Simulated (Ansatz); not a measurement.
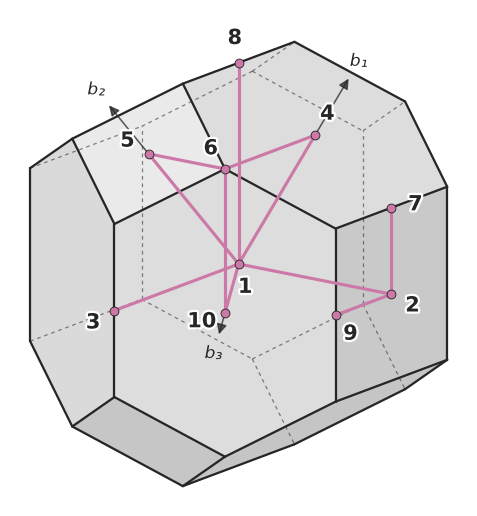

The first Brillouin zone of a body-centred orthorhombic lattice (oI; extended symbol oI3) is drawn with its special points numbered. Crystal: PtSe2, the end point of a relaxation with Ansatz 0.2.0, DFT, PBEsol, plane waves, PAW. The drawing is computed from the coordinates (standard cell, symmetry found to 0.002 Å).

a = 5.316 Å, b = 8.624 Å, c = 5.445 Å, α = 90.00°, β = 90.00°, γ = 90.00°.

Labels and path follow the convention of Hinuma et al. (2017), as computed by seekpath; the arrows show the directions of the reciprocal primitive vectors b₁, b₂, b₃, in which coordinates are given.

> Give the label and coordinates of each numbered point.

| no. | label | coordinates |
| --- | --- | --- |
| 1 | Γ | (0, 0, 0) |
| 2 | X | (1/2, −1/2, 1/2) |
| 3 | Σ₀ | (−0.345, 0.345, 0.345) |
| 4 | S | (1/2, 0, 0) |
| 5 | R | (0, 1/2, 0) |
| 6 | W | (1/4, 1/4, 1/4) |
| 7 | G₀ | (0.650, −0.350, 0.350) |
| 8 | Λ₀ | (0.350, 0.350, −0.350) |
| 9 | F₀ | (0.345, −0.345, 0.655) |
| 10 | T | (0, 0, 1/2) |
